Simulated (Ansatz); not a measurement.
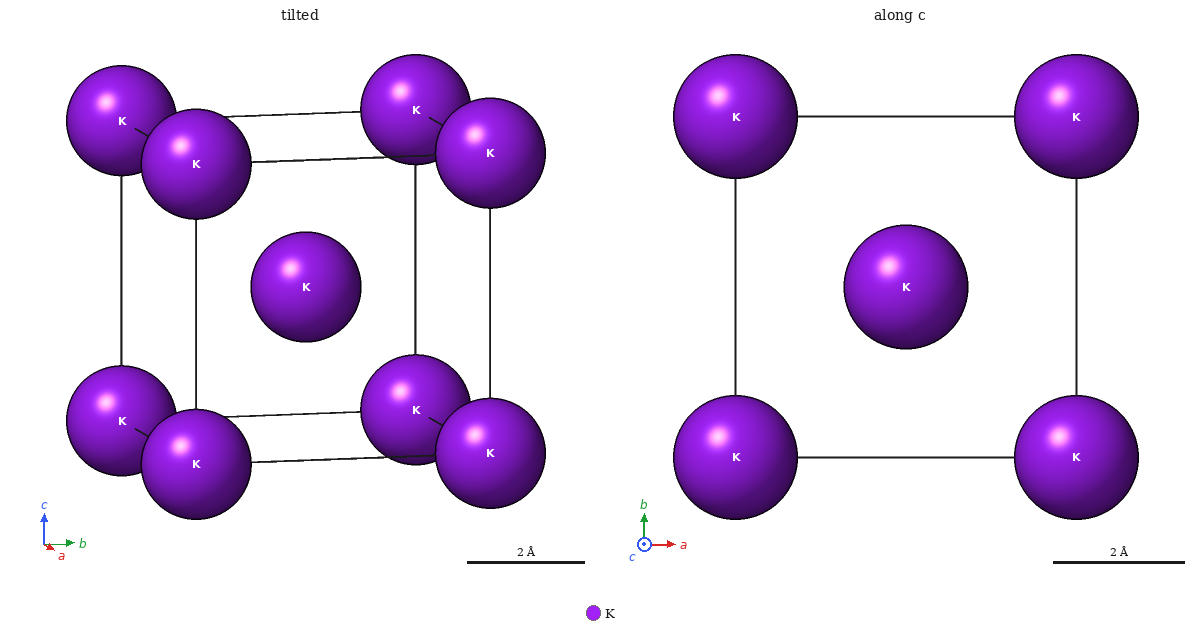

Drawn in the spheres-only manner and seen slightly off an axis and along the c axis. The frame is the conventional unit cell; atoms at its boundary are shown with their periodic copies.

K, body-centred cubic (W type), space group Im-3m (No. 229), a = 5.230 Å, b = 5.230 Å, c = 5.230 Å, α = 90.00°, β = 90.00°, γ = 90.00°. Its origin is the standard structure of this element. Earlier steps of the study may have refined or changed the cell and positions. Ansatz was used for an electronic-structure calculation on it.

This one geometry was computed with Ansatz (DFT, plane waves, PAW) at three levels of theory: LDA, PBE and PBEsol.

How does the band gap change with the level of theory?

All levels give a metal.

Collect the results in a table.

| level | cutoff (eV) | k-mesh of the run's cell | gap (eV) | pressure (GPa) |
| --- | --- | --- | --- | --- |
| LDA | 420 | 12×12×12 | metal | -0.4 |
| PBE | 600 | 12×12×12 | metal | 0.1 |
| PBEsol | 600 | 12×12×12 | metal | 0.0 |

Gaps are taken on the k-mesh or band path of each run.
